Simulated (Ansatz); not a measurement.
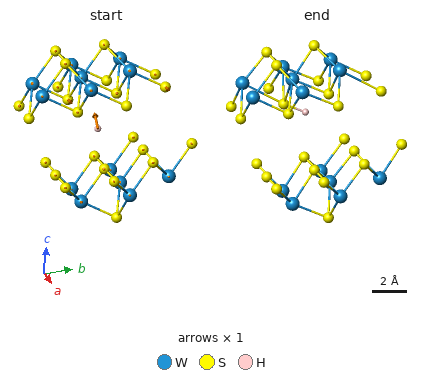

The structure of a defect cell of composition HW4S8 (cell charge −1) before (left) and after (right) a relaxation, at one scale. The orange arrows give the displacements, at their true length.

A ball-and-stick model of the atoms within 5.8 Å of the atom that moves most (axes of the cell of the calculation, reduced to other axes), seen slightly off an axis. Lengths and directions refer to the drawn axes.

Case: H interstitial, charge -1, atoms relaxed. The atoms of the start lie slightly off their symmetric places, so part of the fall in energy undoes that.

Theory: Ansatz, DFT PBE, scalar-relativistic, plane waves, PAW. Set-up: plane-wave cutoff 420 eV; k-point mesh 3 × 3 × 3; occupations gaussian; smearing width 0.02 eV; no spin polarisation; atoms relaxed in a fixed cell; force threshold 0.02 eV/Å; at most 60 steps.

Q: What changed between the two?

A: The H atom moves most: 1.23 Å along [−2 0 1]. By element the largest moves are H 1.23 Å, S 0.39 Å, W 0.16 Å. The cell doesn't change. Among the contacts that change: H–S 2.525 → 1.449 Å, S–W 2.420 → 2.897 Å, W–W 3.188 → 3.275 Å, W–W 3.188 → 3.101 Å. New bonds form, among them: H–S (2.52 → 1.45 Å). Among the angles between lasting bonds that change: W–S–W 82.4° → 72.9°, S–W–S 81.0° → 88.8°, S–W–S 135.3° → 141.7°. Over 13 accepted moves (14 points after the start) the energy falls by 0.659 eV per cell of the calculation. The largest force component goes from 0.68 to 0.0034 eV/Å. The line search rejected the trial step at point 10 of the run.

Limits of the set-up: the periodic images lie only 6.4 Å apart, so the values are limited by the cell's size; the cell is charged, on a uniform background, and energies carry no finite-size correction.
